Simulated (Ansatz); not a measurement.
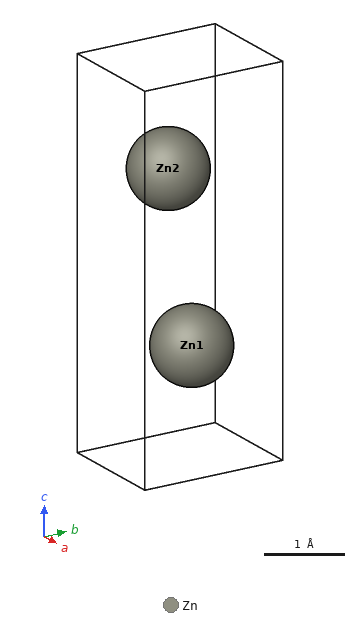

Figure 1. The structure (ball-and-stick view of the cell of the calculation, seen slightly off an axis; atoms are numbered from 1 in the order of the input). Near neighbours in the crystal (not all of them lie inside the picture): Zn has 6 Zn at 2.63 Å.

## What a change does: single-point calculation on Zn

System: Zn (2 atoms in the cell).
Method of run 1: DFT PBE, scalar-relativistic, plane waves, PAW, no spin polarisation (Ansatz 0.2.0).

The structure derives from an entry of the Crystallography Open Database. Text and figures count atoms from 1; the logs count them from 0 in places.

## The input, run 1
```yaml
crystal:
  lattice:
    - [2.6333229218, 0.0, 0.0]
    - [-1.3166614609, 2.2805245466, 0.0]
    - [0.0, 0.0, 5.1082449364]
  atoms:
    - { symbol: Zn, position: [0.3333333333, 0.6666666667, 0.25] }
    - { symbol: Zn, position: [0.6666666667, 0.3333333333, 0.75] }
basis:
  ecutwfc: 420
kpoints:
  mp_grid: { grid: [15, 15, 7] }
hamiltonian:
  xc: pbe
scf:
  occupations: { method: gaussian, width: 0.1 }
output:
  forces: true
  stress: true
  eigenvalues: true
```

Command:
```bash
ansatz run input.yaml --threads 1 --pin off --max-ram 2560MiB --backend cpu --events-out ev --progress --plain --runs-dir out
```

Hardware: 1 thread of Arm Neoverse V1, 24 GiB of memory available, shared host.

## Output, shortened to warnings, some set-up lines, iterations and results (run 1)
```
Basis set: ecut = 420 eV, 623 PW (Γ), exchange–correlation on 36×36×72 points (8 copies of the dense FFT grid, shifted against one another)
Symmetry: 24 space group operations
k-points: 108 of 1575
Initial density: superposition of atomic densities (neutral atoms: chi_scale 0, normalization atom), corrected by the library's trained network
[...]
SCF iter   1: F=—  HF=-6638.075503 eV  |F-HF|=—  |Δ(HF+E_count)|=         —  Δρ=1.35e-3  dr2=5.31e-4  ethr=1.77e-3  ⟨swp⟩=5.1  Hψ=8616  notcnv=0
SCF iter   2: F=—  HF=-6638.075523 eV  |F-HF|=—  |Δ(HF+E_count)|=   2.06e-5  Δρ=7.61e-4  dr2=1.33e-4  ethr=2.21e-6  ⟨swp⟩=2.2  Hψ=3929  notcnv=0
SCF iter   3: F=—  HF=-6638.075524 eV  |F-HF|=—  |Δ(HF+E_count)|=   7.82e-7  Δρ=5.21e-4  dr2=4.42e-5  ethr=5.56e-7  ⟨swp⟩=2.0  Hψ=3015  notcnv=0
SCF iter   4: F=—  HF=-6638.075504 eV  |F-HF|=—  |Δ(HF+E_count)|=   1.97e-5  Δρ=1.08e-4  dr2=1.73e-6  ethr=1.84e-7  ⟨swp⟩=2.0  Hψ=2820  notcnv=0
SCF iter   5: F=-6638.075505 eV  HF=-6638.075505 eV  |F-HF|=2.10e-8  |Δ(HF+E_count)|=   5.53e-7  Δρ=2.04e-5  dr2=5.21e-8  ethr=7.22e-9  ⟨swp⟩=2.0  Hψ=3018  notcnv=0
SCF iter   6: F=-6638.075505 eV  HF=-6638.075505 eV  |F-HF|=5.18e-10  |Δ(HF+E_count)|=   4.24e-8  Δρ=1.36e-6  dr2=2.05e-10  ethr=2.17e-10  ⟨swp⟩=3.2  Hψ=7461  notcnv=0
SCF 1 converged in 6 iterations: F = -6638.075505 eV  dr2 = 2.05e-10
SCF converged after 6 iterations
Free energy (F): -6638.075505 eV
Harris-Foulkes:  -6638.075505 eV  (|F-HF|=5.18e-10)
Internal energy: -6638.074815 eV  (E = F + TS)
E sigma→0 (E₀):  -6638.075160 eV
Entropy (-TS):   -0.000690 eV (-0.345 meV/atom)
Fermi energy:    10.911006 eV
--- Per-component energies (eV) ---
  E_band       = 94.305633
  E_kinetic    = 261.936545
  E_local      = -3095.111187  (includes V_loc(G=0)·N_el)
  E_nonlocal   = 1220.723331
  E_hartree    = 1297.464964
  E_xc         = -275.485298
  E_vxc        = -105.304034  (∫ρ·V_xc dr)
  E_paw        = -3649.240923  (= ΣΔE_a)
  E_vpaw       = -782.868526  (= ΣTr[D̂ρ^β])
  E_aug_tail   = -0.000733  (compensation charges beyond the density's cutoff)
  E_ewald      = -2398.361513
  E_smearing   = -0.000690  (= −TS)
  E_closure    = -0.000000  (closes the sum)
  Σ components = -6638.075505   (vs F -6638.075505, Δ=0.00e0)
--- Forces (eV/Å), atoms counted from 1 ---
  atom   1  Zn     0.00000000     0.00000000     0.00000000
  atom   2  Zn     0.00000000    -0.00000000     0.00000000
  max |Σ_I F_I| component: 2.78e-17 eV/Å
--- Stress (GPa, compression-positive) ---
       -0.243629       0.000000       0.000000
        0.000000      -0.243629       0.000000
        0.000000       0.000000       0.219600
  P = ⅓ Tr σ = -0.0892 GPa (-0.892 kbar)
```

For run 2 the input was changed thus:
```diff
-    - [2.6333229218, 0.0, 0.0]
-    - [-1.3166614609, 2.2805245466, 0.0]
-    - [0.0, 0.0, 5.1082449364]
+    - [2.67, 0.0, 0.0]
+    - [-1.335, 2.3122878281, 0.0]
+    - [0.0, 0.0, 4.966]
-  mp_grid: { grid: [15, 15, 7] }
+  mp_grid: { grid: [9, 9, 4] }
```

What does this change do to the results?

With the same functional and potentials, run 2 lies 32.2 meV per atom higher (other lines of the input change too). The pressure goes from −0.09 to −0.82 GPa. The number of SCF iterations is the same. The irreducible k-points go from 108 to 36.

## Output, shortened to warnings, some set-up lines, iterations and results (run 2)
```
Basis set: ecut = 420 eV, 623 PW (Γ), exchange–correlation on 36×36×72 points (8 copies of the dense FFT grid, shifted against one another)
Symmetry: 24 space group operations
k-points: 36 of 324
Initial density: superposition of atomic densities (neutral atoms: chi_scale 0, normalization atom), corrected by the library's trained network
[...]
SCF iter   1: F=—  HF=-6638.010975 eV  |F-HF|=—  |Δ(HF+E_count)|=         —  Δρ=1.13e-3  dr2=2.64e-4  ethr=1.77e-3  ⟨swp⟩=5.1  Hψ=2907  notcnv=0
SCF iter   2: F=—  HF=-6638.011130 eV  |F-HF|=—  |Δ(HF+E_count)|=   1.56e-4  Δρ=6.97e-4  dr2=1.26e-4  ethr=1.10e-6  ⟨swp⟩=2.3  Hψ=1351  notcnv=0
SCF iter   3: F=—  HF=-6638.011134 eV  |F-HF|=—  |Δ(HF+E_count)|=   4.11e-6  Δρ=4.51e-4  dr2=3.26e-5  ethr=5.27e-7  ⟨swp⟩=2.0  Hψ=1006  notcnv=0
SCF iter   4: F=—  HF=-6638.011134 eV  |F-HF|=—  |Δ(HF+E_count)|=   4.70e-7  Δρ=1.52e-4  dr2=3.82e-6  ethr=1.36e-7  ⟨swp⟩=2.6  Hψ=1025  notcnv=0
SCF iter   5: F=-6638.011132 eV  HF=-6638.011133 eV  |F-HF|=1.04e-7  |Δ(HF+E_count)|=   1.24e-6  Δρ=2.45e-5  dr2=9.22e-8  ethr=1.59e-8  ⟨swp⟩=2.1  Hψ=984  notcnv=0
SCF iter   6: F=-6638.011132 eV  HF=-6638.011133 eV  |F-HF|=6.51e-8  |Δ(HF+E_count)|=   4.65e-9  Δρ=1.80e-5  dr2=5.34e-8  ethr=3.84e-10  ⟨swp⟩=3.1  Hψ=2408  notcnv=0
SCF 1 converged in 6 iterations: F = -6638.011132 eV  dr2 = 5.34e-8
SCF converged after 6 iterations
Free energy (F): -6638.011132 eV
Harris-Foulkes:  -6638.011133 eV  (|F-HF|=6.51e-8)
Internal energy: -6638.002074 eV  (E = F + TS)
E sigma→0 (E₀):  -6638.006603 eV
Entropy (-TS):   -0.009058 eV (-4.529 meV/atom)
Fermi energy:    11.183209 eV
--- Per-component energies (eV) ---
  E_band       = 95.140359
  E_kinetic    = 261.800835
  E_local      = -3084.195616  (includes V_loc(G=0)·N_el)
  E_nonlocal   = 1221.126703
  E_hartree    = 1292.551386
  E_xc         = -275.301457
  E_vxc        = -105.069962  (∫ρ·V_xc dr)
  E_paw        = -3649.685559  (= ΣΔE_a)
  E_vpaw       = -783.640435  (= ΣTr[D̂ρ^β])
  E_aug_tail   = -0.000745  (compensation charges beyond the density's cutoff)
  E_ewald      = -2404.297622
  E_smearing   = -0.009058  (= −TS)
  E_closure    = -0.000000  (closes the sum)
  Σ components = -6638.011132   (vs F -6638.011132, Δ=0.00e0)
--- Forces (eV/Å), atoms counted from 1 ---
  atom   1  Zn    -0.00000000     0.00000000     0.00000000
  atom   2  Zn    -0.00000000    -0.00000000    -0.00000000
  max |Σ_I F_I| component: 9.25e-17 eV/Å
--- Stress (GPa, compression-positive) ---
       -0.689084       0.000000       0.000000
       -0.000000      -0.689084       0.000000
        0.000000       0.000000      -1.084158
  P = ⅓ Tr σ = -0.8208 GPa (-8.208 kbar)
```

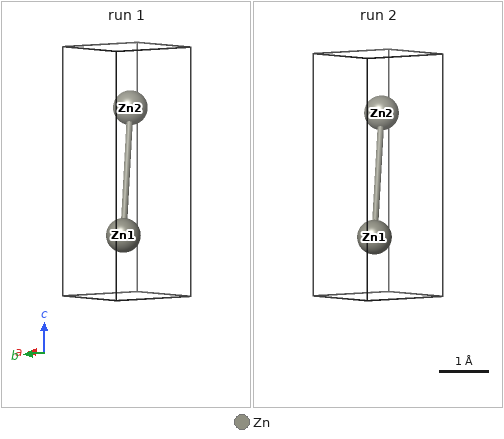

Figure 2. The two input geometries at one scale (ball-and-stick view of the cell of the calculation, seen at an oblique angle). No atom moves by more than 0.005 Å relative to the cell. The drawn cell changes as follows: a = b 2.633 → 2.670 Å (+1.4 %), c 5.108 → 4.966 Å (−2.8 %); the volume changes by −0.1 %. Among the contacts that change: Zn1–Zn2 2.972 → 2.923 Å, Zn1–Zn1 2.633 → 2.670 Å.

## The two runs side by side

```tsv
quantity	run 1	run 2
outcome	converged	converged
free energy per atom (eV)	−3319.0378	−3319.0056
energy per atom, smearing taken to zero (eV)	−3319.0376	−3319.0033
gap on the mesh (eV)	0.00	0.00
pressure (GPa)	−0.09	−0.82
volume per atom (Å³)	15.34	15.33
largest force (eV/Å)	0.000	0.000
SCF iterations	6	6
irreducible k-points	108	36
plane waves at Γ	623	623
wall time (shared host)	2.9 s	1.2 s
```
